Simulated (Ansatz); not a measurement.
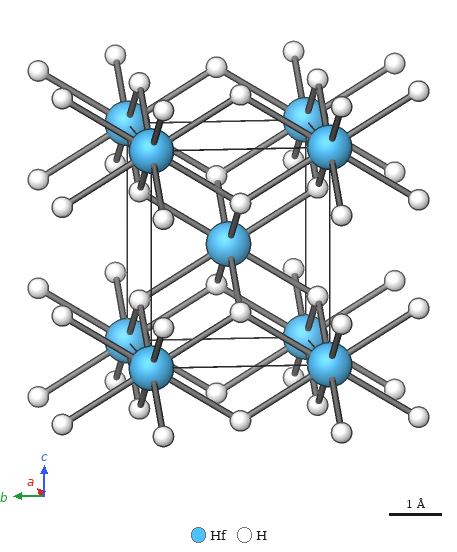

The starting point is crystalline HfH2 (set up in I4/mmm). A ball-and-stick model of the cell of the calculation, seen from a free direction.

These are results of DFT PBEsol, scalar-relativistic, plane waves, PAW in Ansatz 0.2.0, not measurements. Settings: plane-wave cutoff 420 eV; k-point mesh 10 × 10 × 8; occupations gaussian; smearing width 0.1 eV; no spin polarisation.

Change: Biaxial strain in the a–b plane, −3.0 %, is applied. The c axis and the atoms are relaxed.

What does the calculation give for the changed structure?

Answer. It costs 9.1 meV per atom. Pressure: 0.0 GPa before, 2.6 GPa after. The principal stresses (compression positive) are 0.0 GPa along c and 3.8 GPa across it. Both are metals. Cell: a = b 3.464 → 3.360 Å (−3.0 %), c 4.238 → 4.457 Å (+5.2 %). Volume −1.1 %. The atoms keep their places relative to the cell (all moves are under 0.005 Å). Some distances before and after: H–Hf 2.030 → 2.016 Å. The space group stays I4/mmm (No. 139).

Drawn alike, the variant:

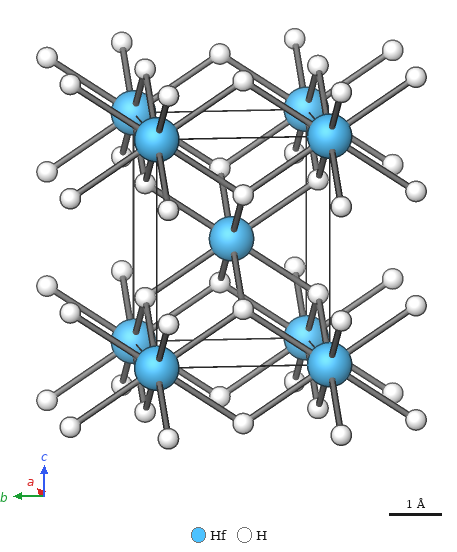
